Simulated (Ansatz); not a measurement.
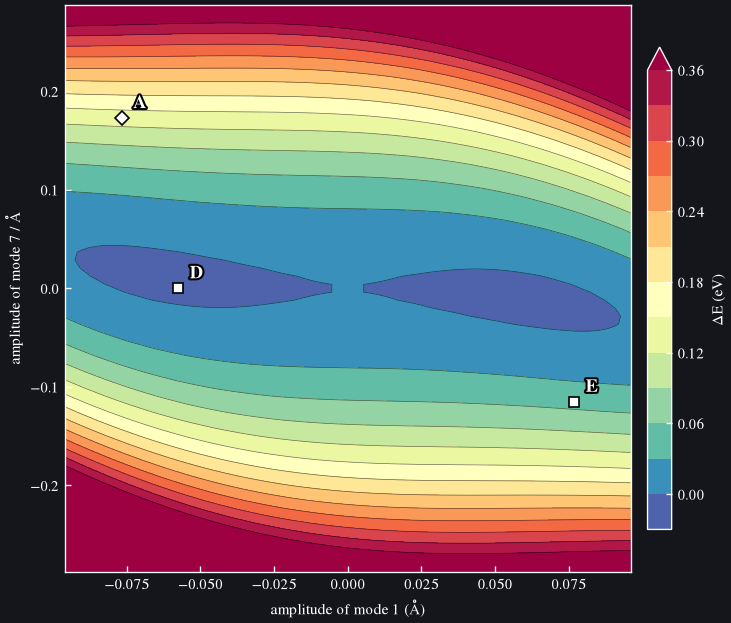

SrTiO3 (Pm-3m, No. 221; 5 atoms in the cell). 
- The energy is mapped over two normal modes frozen in (zone-centre modes of the 5-atom cell of this scan).
- The first coordinate is: amplitude of mode 1 (141i cm⁻¹), largest displacement; the second: amplitude of mode 7 (144 cm⁻¹), largest displacement.
- Nothing is relaxed (the cell and all other modes fixed).
- The grid has 11 × 11 points; 61 points were computed and 60 follow by symmetry.
- Points are written as (first, second).
- Energies are in eV per cell, from the relaxed high-symmetry cell.
- Method: DFT PBE, scalar-relativistic, plane waves, PAW in Ansatz. Settings: cutoff 520 eV, k-mesh 8×8×8, gaussian smearing 0.05 eV, no spin polarisation.

In the figure: filled contours, one colour for all values above the top of the scale, lettered points. Between grid points the surface is interpolated.

Question: Is E the lowest point of the computed grid?

Answer: No. E lies 0.054 eV above the lowest grid point, which is at (−0.058 Å, 0.000 Å).

Question: What kind of point is each of A, D, E: minimum, saddle, maximum or slope?

Answer: A: on a slope; D: minimum; E: on a slope. (In these two coordinates alone; a stationary point may lie a little off the grid point.)

Question: Rank the lettered points by energy, lowest first.

Answer: D (−0.0035 eV), E (0.051 eV), A (0.135 eV).

PAW datasets: the set soft_1.
